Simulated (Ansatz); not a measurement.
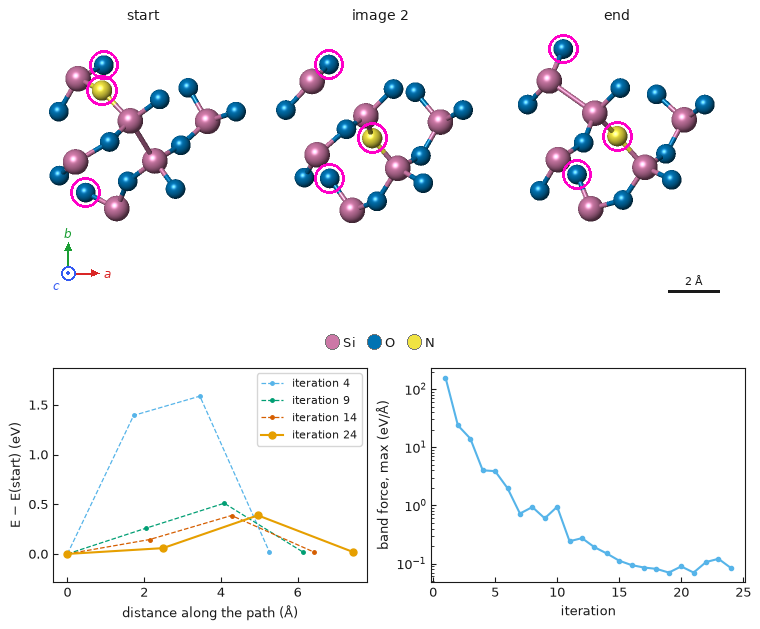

A search for the minimum-energy path of SiO2 with an O vacancy (23 atoms in the cell) by the nudged elastic band. Images are numbered from 0 (start) to 3 (end). The plot follows the band through its iterations. The picture is a ball-and-stick view of the atoms within 4.3 Å of the middle of the path, seen along the c axis. The atoms that move most are ringed. Bonds to atoms that aren't drawn are left out.

Method: DFT r2SCAN, scalar-relativistic, plane waves, PAW in Ansatz 0.2.0. Run with plane-wave cutoff 500 eV; k-point mesh 2 × 2 × 2; Gaussian smearing 0.05 eV; spin collinear; 2 movable images; no climbing image; force threshold 0.05 eV/Å; iteration limit 24.

> Judge this run.

The result isn't final. The band hadn't converged when the run stopped after 24 iterations. The largest component of the band force went from 160 to 0.084 eV/Å. The barrier read from it is provisional, though the highest image hardly moved in the last two iterations. So few images resolve the path coarsely. The first iteration put the highest image at 35.62 eV. Forward barrier 0.39 eV, backward barrier 0.37 eV, with image 2 at the top; the reaction energy is +0.02 eV.

Limits of the set-up: the periodic images lie only 7.0 Å apart, so the values are limited by the cell's size.

PAW datasets: the set soft_1.
